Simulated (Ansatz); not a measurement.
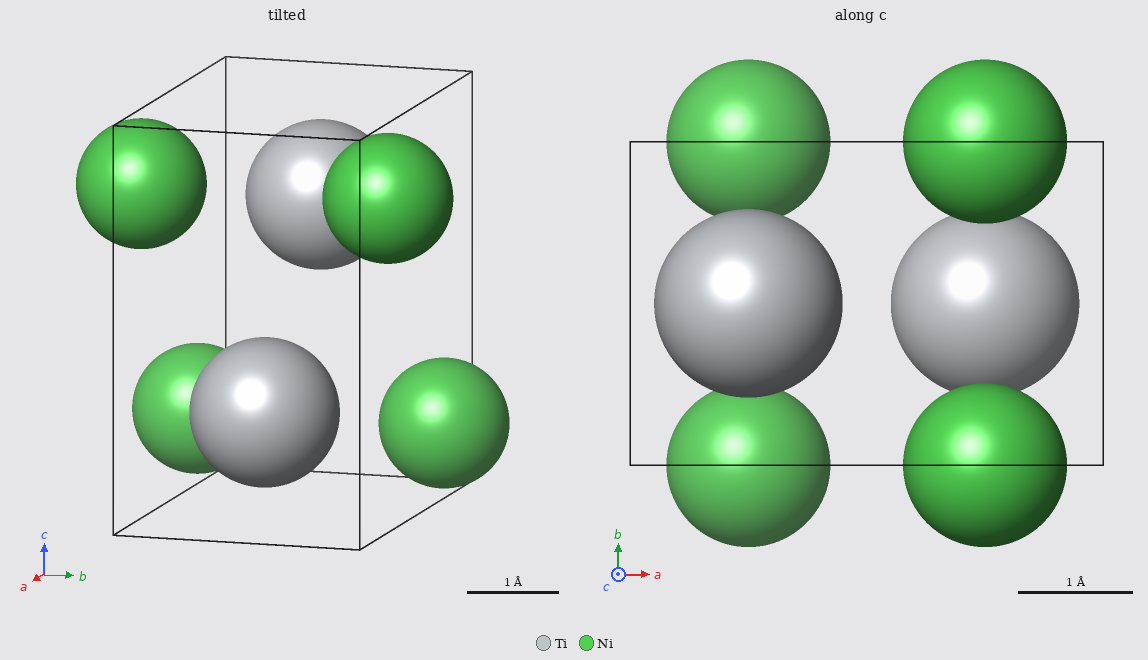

A spheres-only rendering, viewed slightly off an axis and along the c axis. Thin lines show the conventional unit cell, with boundary atoms drawn in all their periodic places. Cell: a = 4.17 Å, b = 2.85 Å, c = 4.60 Å, α = 90.00°, β = 90.00°, γ = 90.00°.

Origin of the cell: a structure listed in the Materials Project. Earlier steps of the study may have refined or changed the cell and positions. It was the input of a calculation with Ansatz.

Q: What is this?

A: Chemical formula TiNi. The symmetry is that of Pmma (No. 51), on a primitive orthorhombic lattice. In the cell are 2 Ti, 2 Ni, which makes 2 formula units.

All computed values are from DFT LDA, scalar-relativistic, plane waves, PAW in Ansatz. Settings: wavefunction cutoff 420 eV, the zone sampled with 12×16×10 points, Gaussian smearing of 0.1 eV, no spin polarisation (a spin-restricted run, not always the ground state).

Q: What is the band gap, if any?

A: A metal: bands cross the Fermi level.

Q: How are the electrons shared out in a Bader analysis?

A: Ti +1.10 e; Ni -1.10 e.

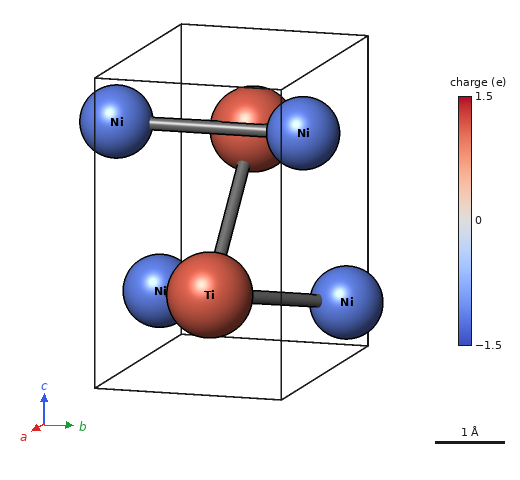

The atoms coloured by those charges. The run's cell of 4 atoms is drawn.

Q: Can this geometry be taken as optimised?

A: No. The largest force is 0.20 eV/Å, on Ti. The pressure is -12.1 GPa, so the cell would contract.

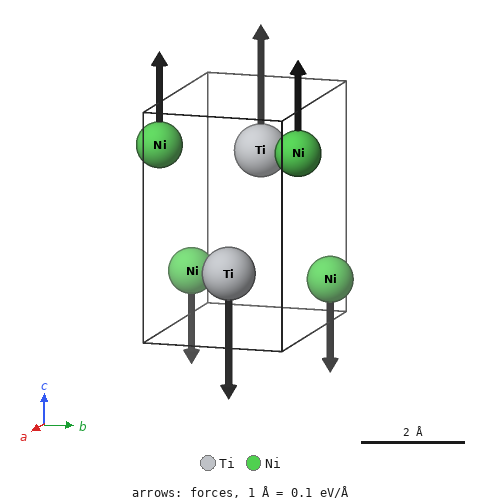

The forces as arrows. The run's cell of 4 atoms is drawn.
